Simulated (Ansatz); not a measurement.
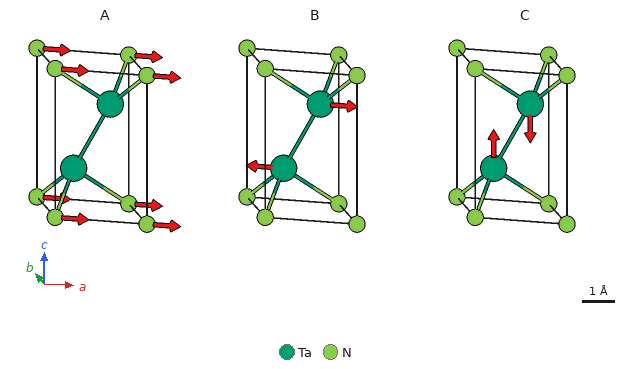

Modes of solid Ta$_{2}$N, space group P-3m1 (No. 164), at the zone centre (one member of each degenerate set). The red arrows give the relative displacements of the atoms. A ball-and-stick model of the cell of the calculation, seen slightly off an axis.

These are results of DFT PBEsol, scalar-relativistic, plane waves, PAW (Ansatz 0.2.0), not measurements.

Question: Give the symmetry species and the selection rules of each.

Answer: A is E_u, infrared-active by symmetry (539 cm⁻¹). B is E_g, Raman-active by symmetry (106 cm⁻¹). C is A₁g, Raman-active by symmetry (193 cm⁻¹). The crystal has a centre of inversion, so no mode is both. In a metal the free carriers screen the infrared response.
